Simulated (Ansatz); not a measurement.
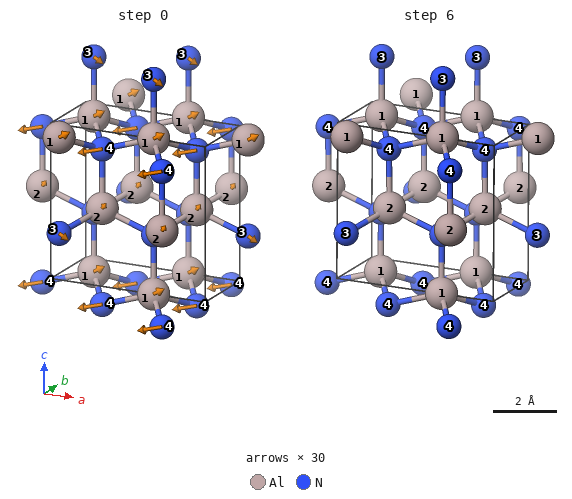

The structure of solid AlN (set up in Cm) before (left) and after (right) a relaxation, at one scale. The orange arrows give the displacements (the part carried along by the change of the cell is left out), 30 times their true length.

The picture is a ball-and-stick view of the conventional cell (2 times the calculation's cell), seen slightly off an axis. Lengths and directions refer to the drawn axes.

Case: film's bulk on the substrate's plane, third vector and atoms relaxed.

Computed with DFT PBE, scalar-relativistic, plane waves, PAW in Ansatz. Settings: plane-wave cutoff 420 eV; k-point mesh 9 × 5 × 11; occupations gaussian; smearing width 0.02 eV; no spin polarisation; cell relaxed at fixed a, b, gamma; force threshold 0.01 eV/Å; at most 50 steps.

**Summarise the run.**

The energy falls by 10.6 meV per atom in 4 accepted moves (6 points after the start). The largest force component goes from 0.98 to 0.00059 eV/Å. Pressure: −4.37 GPa at the start and −7.86 GPa at the end. The SCF was repeated twice at an unchanged geometry on a basis and grid sized afresh for the cell, which shifted the energy by 0.7 meV per atom at most. The largest move relative to the cell is that of N4, 0.030 Å along [−3 0 −1]. Largest moves by element: N 0.030 Å, Al 0.015 Å. Cell: a 5.307 → 5.381 Å (+1.4 %), b unchanged at 3.218 Å, c 5.135 → 5.148 Å (+0.3 %), β 93.9° → 93.1°. Volume +1.7 %. Some distances before and after: Al1–N4 1.831 → 1.907 Å, Al2–N3 1.909 → 1.937 Å, Al1–N4 (another image) 1.953 → 1.942 Å, Al1–N3 1.959 → 1.950 Å. The space group stays Cm (No. 8). Cost: 2.4 min on 4 threads of Intel(R) Xeon(R) Processor @ 2.50GHz (Skylake/Cascade Lake) (shared host), peak memory 0.54 GiB.
